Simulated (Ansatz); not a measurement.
Input structure:

```yaml
crystal:
  lattice:
    - [8.91698, 0.00000, 0.00000]
    - [0.00000, 8.91698, 0.00000]
    - [0.00000, 0.00000, 8.91698]
  atoms:
    - { symbol: Si, position: [0.25000, 0.00000, 0.50000] }
    - { symbol: Si, position: [0.00000, 0.25000, 0.50000] }
    - { symbol: Si, position: [0.50000, 0.00000, 0.25000] }
    - { symbol: Si, position: [0.50000, 0.25000, 0.00000] }
    - { symbol: Si, position: [0.25000, 0.50000, 0.00000] }
    - { symbol: Si, position: [0.00000, 0.50000, 0.25000] }
    - { symbol: O, position: [0.85377, 0.14623, 0.53256] }
    - { symbol: O, position: [0.46744, 0.14623, 0.14623] }
    - { symbol: O, position: [0.85377, 0.53256, 0.14623] }
    - { symbol: O, position: [0.14623, 0.85377, 0.53256] }
    - { symbol: O, position: [0.53256, 0.85377, 0.14623] }
    - { symbol: O, position: [0.14623, 0.46744, 0.14623] }
    - { symbol: O, position: [0.14623, 0.14623, 0.46744] }
    - { symbol: O, position: [0.53256, 0.14623, 0.85377] }
    - { symbol: O, position: [0.14623, 0.53256, 0.85377] }
    - { symbol: O, position: [0.35377, 0.35377, 0.96744] }
    - { symbol: O, position: [0.96744, 0.35377, 0.35377] }
    - { symbol: O, position: [0.35377, 0.96744, 0.35377] }
    - { symbol: Si, position: [0.75000, 0.50000, 0.00000] }
    - { symbol: Si, position: [0.50000, 0.75000, 0.00000] }
    - { symbol: Si, position: [0.00000, 0.50000, 0.75000] }
    - { symbol: Si, position: [0.00000, 0.75000, 0.50000] }
    - { symbol: Si, position: [0.75000, 0.00000, 0.50000] }
    - { symbol: Si, position: [0.50000, 0.00000, 0.75000] }
    - { symbol: O, position: [0.35377, 0.64623, 0.03256] }
    - { symbol: O, position: [0.96744, 0.64623, 0.64623] }
    - { symbol: O, position: [0.35377, 0.03256, 0.64623] }
    - { symbol: O, position: [0.64623, 0.35377, 0.03256] }
    - { symbol: O, position: [0.03256, 0.35377, 0.64623] }
    - { symbol: O, position: [0.64623, 0.96744, 0.64623] }
    - { symbol: O, position: [0.64623, 0.64623, 0.96744] }
    - { symbol: O, position: [0.03256, 0.64623, 0.35377] }
    - { symbol: O, position: [0.64623, 0.03256, 0.35377] }
    - { symbol: O, position: [0.85377, 0.85377, 0.46744] }
    - { symbol: O, position: [0.46744, 0.85377, 0.85377] }
    - { symbol: O, position: [0.85377, 0.46744, 0.85377] }
```

> Characterise the structure given above.

It has the composition SiO₂. It belongs to space group I-43m (No. 217) and has a body-centred cubic lattice. With Z = 12, the cell contains 12 Si, 24 O. Around each Si lie four O in a tetrahedral arrangement at 1.63 Å. Each O has two Si in a bent arrangement at 1.63 Å. The bonds build a three-dimensional framework.

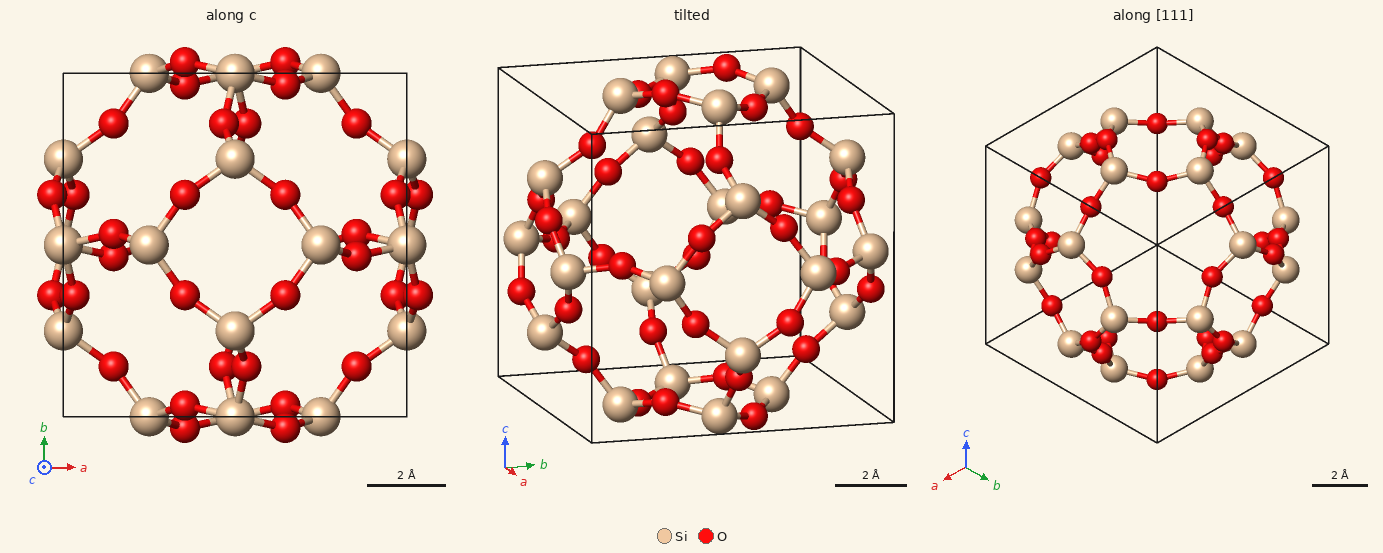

A ball-and-stick rendering, viewed along the c axis, slightly off an axis and along [111]. The conventional unit cell is drawn as a box. Colours: silicon light orange, oxygen red.

It goes back to a structure listed in the Materials Project. The atoms were relaxed in a fixed cell with DFT, PBE, plane-wave PAW, scalar-relativistic in Ansatz.
